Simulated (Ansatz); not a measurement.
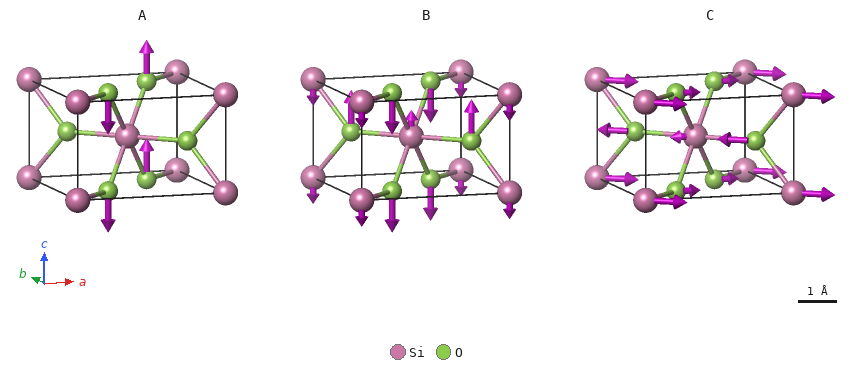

Modes of a crystal of SiO$_{2}$, space group P4₂/mnm (No. 136), at the zone centre (one member of each degenerate set). The purple arrows are the displacements of the atoms (eigenvector over the root of the mass), of arbitrary overall length and sign. The picture is a ball-and-stick view of the cell of the calculation, seen slightly off an axis.

The calculation used DFT r2SCAN, scalar-relativistic, plane waves, PAW in Ansatz.

Frequencies are those without the non-analytic (LO–TO) term.

> Give the symmetry species and the selection rules of each.

A is E_g, Raman-active by symmetry (586 cm⁻¹). B is B₁u, silent by symmetry (neither infrared- nor Raman-active) (757 cm⁻¹). C is E_u, infrared-active by symmetry (830 cm⁻¹). The crystal has a centre of inversion, so no mode is both.
